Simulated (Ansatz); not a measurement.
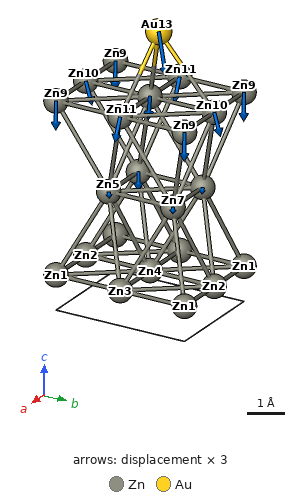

This is a constrained relaxation of a slab of composition Zn₁₂Au. The starting structure is drawn; blue arrows show the displacements, 3 times their true length.

Style: ball-and-stick. Shown: the cell of the calculation, outlined in the plane, without the vacuum, slightly off an axis.

It is Au on Zn(0001), set down by a guess. The run prepares an end point of a later path (adatom hop) calculation, from a guessed geometry. 4 atoms are held fixed.

Computed with DFT PBE-D3(BJ), scalar-relativistic, plane waves, PAW (Ansatz 0.2.0).

The input:
```yaml
crystal:
  lattice:
    - [5.32, 0.0, 0.0]
    - [2.66, 4.607255, 0.0]
    - [0.0, 0.0, 16.93696]
  atoms:
    - { symbol: Zn, position: [0.0, 0.0, 0.0590425] }
    - { symbol: Zn, position: [0.5, 0.0, 0.0590425] }
    - { symbol: Zn, position: [0.0, 0.5, 0.0590425] }
    - { symbol: Zn, position: [0.5, 0.5, 0.0590425] }
    - { symbol: Zn, position: [-0.1666667, 0.3333333, 0.2047876] }
    - { symbol: Zn, position: [0.3333333, 0.3333333, 0.2047876] }
    - { symbol: Zn, position: [-0.1666667, 0.8333333, 0.2047876] }
    - { symbol: Zn, position: [0.3333333, 0.8333333, 0.2047876] }
    - { symbol: Zn, position: [0.0, 0.0, 0.3505328] }
    - { symbol: Zn, position: [0.5, 0.0, 0.3505328] }
    - { symbol: Zn, position: [0.0, 0.5, 0.3505328] }
    - { symbol: Zn, position: [0.5, 0.5, 0.3505328] }
    - { symbol: Au, position: [0.6785867, 0.6509222, 0.4792454] }
basis:
  ecutwfc: 420.0
kpoints:
  mp_grid: { grid: [5, 5, 1] }
hamiltonian:
  xc: pbe
  dispersion: d3bj
scf:
  occupations: { method: gaussian, width: 0.1 }
  lower_state_search: "off"
relax:
  f_tol: 0.03
  max_steps: 60
  adjacent_minimum: "off"
  constraints: [{ sites: [0, 1, 2, 3] }]
```

Run as
```bash
ansatz run input.yaml --threads 4 --pin off --max-ram 10240MiB --backend cpu --events-out ev --progress --plain --runs-dir out
```

Q: Atoms of which element are displaced furthest, and by how much?

A: Gold: up to 0.43 Å, against 0.29 Å for zinc.

Q: Describe the change and its energy.

A: Au13 moves most: 0.43 Å at 9° to the normal (−c side). By element the largest moves are Au 0.43 Å, Zn 0.29 Å. The cell doesn't change. Among the contacts that change: Zn5–Zn9 2.907 → 2.732 Å, Zn2–Zn6 2.907 → 2.745 Å, Zn3–Zn6 2.907 → 2.746 Å, Zn10–Au13 2.709 → 2.557 Å. Bond angles that change, for instance: Zn10–Au13–Zn12 59.4° → 65.7°, Zn10–Au13–Zn11 59.7° → 65.7°. After 3 accepted moves (4 points after the start) the energy has fallen by 0.222 eV per cell of the calculation. Largest force component: 0.7 eV/Å at the start, 0.019 eV/Å at the end. 1 step only repeated the SCF at the same geometry. Cost: 26 s on 4 threads of Intel(R) Xeon(R) 6975P-C (Granite Rapids), with other jobs on the host, peak memory 1.3 GiB.

Limits of the set-up: the periodic images lie only 5.3 Å apart, so the values are limited by the cell's size.
